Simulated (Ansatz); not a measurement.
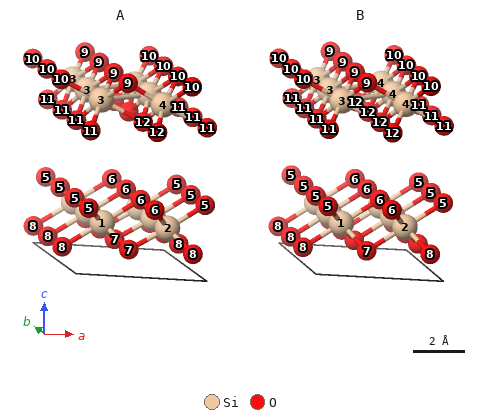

Two geometries of a free-standing layer of SiO$_{2}$ (a generated structure, set up in P1) (coarse preliminary run), drawn at one scale. One is the start of a relaxation, the other its converged end. Style: ball-and-stick. Shown: the 1 × 3 repeat of the cell, outlined in the plane, without the vacuum, slightly off an axis.

Computed with DFT PBE+D3(BJ), scalar-relativistic, plane waves, PAW (Ansatz). Settings: plane-wave cutoff 420 eV; k-point mesh 6 × 6 × 1; occupations gaussian; smearing width 0.1 eV; no spin polarisation; cell and atoms relaxed; force threshold 0.025 eV/Å; at most 60 steps.

Which geometry has the lower energy?

Structure B is the relaxed one. Over 4 accepted moves (6 points after the start) the energy falls by 105 meV per atom. Largest force component: 6 eV/Å at the start, 0.0013 eV/Å at the end. At 2 points the geometry stayed and the basis and grid were re-selected for the new cell (energy shift of 0.3 meV per atom at most each time). The largest move relative to the cell and the layer's centre is that of Si4, 0.16 Å within the plane. Largest moves by element: Si 0.16 Å, O 0.12 Å. In the plane the drawn cell goes a 5.546 → 5.374 Å (−3.1 %), b 8.076 → 8.062 Å (−0.2 %). Near-neighbour distances that change, for instance: Si4–O11 2.005 → 1.802 Å, Si4–O12 1.640 → 1.802 Å, Si3–Si4 2.529 → 2.687 Å, Si1–O5 1.676 → 1.802 Å. Among the angles between lasting bonds that change: Si3–O12–Si4 87.5° → 96.4°, Si4–O12–Si4 105.2° → 96.4°, Si3–O10–Si4 102.9° → 96.4°.
